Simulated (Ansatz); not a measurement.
## Electronic structure of TaSi3 in real space

The calculation's input:

```
crystal:
  lattice:
    - [0.0, 4.1799501344, 4.1799501344]
    - [4.1799501344, 0.0, 4.1799501344]
    - [4.1799501344, 4.1799501344, 0.0]
  atoms:
    - { symbol: Ta, position: [0.5, 0.5, 0.5] }
    - { symbol: Ta, position: [0.75, 0.75, 0.75] }
    - { symbol: Si, position: [0.2060856513, 0.7939143487, 0.7939143487] }
    - { symbol: Si, position: [0.7939143487, 0.2060856513, 0.2060856513] }
    - { symbol: Si, position: [0.7939143487, 0.7939143487, 0.2060856513] }
    - { symbol: Si, position: [0.2060856513, 0.2060856513, 0.7939143487] }
    - { symbol: Si, position: [0.2060856513, 0.7939143487, 0.2060856513] }
    - { symbol: Si, position: [0.7939143487, 0.2060856513, 0.7939143487] }
basis:
  ecutwfc: 420
kpoints:
  mp_grid: { grid: [8, 8, 8] }
  band_path:
    path:
      - [[0.0, 0.0, 0.0], [-0.5, -0.5, 0.0], [-0.375, -0.375, 0.25]]
      - [[-0.375, 0.0, 0.375], [0.0, 0.0, 0.0], [0.0, 0.0, 0.5], [-0.5, -0.25, 0.25], [-0.5, -0.5, 0.0]]
    npoints: 14
hamiltonian:
  xc: pbe
scf:
  occupations: { method: gaussian, width: 0.1 }
  n_extra_bands: 20
output:
  forces: true
  stress: true
  eigenvalues: true
  populations: true
  dos: { projected: true, de: 0.02, nscf_kmesh: { grid: [10, 10, 10] } }
  bader: true
  write_density: true
  write_potential: true
  elf: true
  volumetric_format: npy
```

Launched as:

```sh
ansatz run input.yaml --threads 1 --pin off --max-ram 2560MiB --backend cpu --events-out ev --progress --plain --runs-dir out
```

Below, planes, directions and counts refer to the conventional cell (a = 8.36 Å, b = 8.36 Å, c = 8.36 Å, α = 90.00°, β = 90.00°, γ = 90.00°).

Space group F-43m; a structure generated by program, which may or may not match a known phase.

The calculation used Ansatz 0.2.0, DFT PBE, scalar-relativistic, plane waves, PAW.

Core electrons are frozen (PAW), and the valence fields are smoothed inside the atomic spheres.

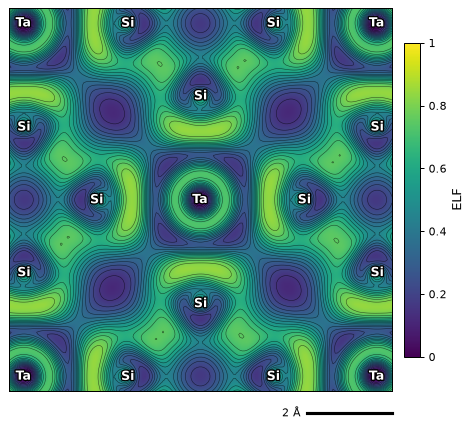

Figure 1. ELF on the (100) plane of the conventional cell.

> Read the bonding off the picture.

Atoms in the plane: Ta and Si. Si–Si (2.44 Å): the ELF peaks at about 0.75 between the atoms. Ta–Si (2.46 Å): the ELF peaks at about 0.85 in the valence shell of Si, 0.8 Å from its nucleus, and is about 0.45 at the midpoint. The features right at Ta lie inside the PAW spheres, where the map follows smoothed inner orbitals and isn't to be read closely.

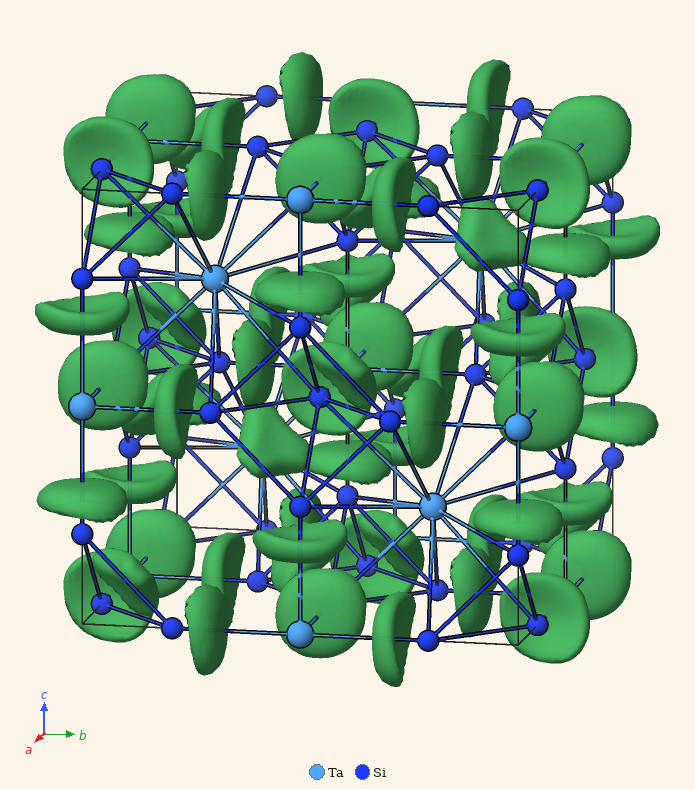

Figure 2. Isosurface of the ELF at 0.75 (green), seen slightly off an axis. Core shells and regions of very low density are left out. Sticks mark near contacts.

> Identify the bonds, lone pairs and shells in this picture.

The surface consists of 24 lobes of the valence shell of Si pointing towards Ta (polar bonds) and 16 pockets between the atoms, centred on no nucleus (multi-centre or interstitial), counted in one cell of 32 atoms. Regions shared between cells count once.

> Metal or insulator at this level of theory?

It is metallic or semimetallic at this level of theory: no gap opens.

> Which way does charge flow, and how much by Bader's partition?

Electrons move from Ta towards Si. Bader charges: Ta +0.58 to +1.12 and Si −0.28 e.
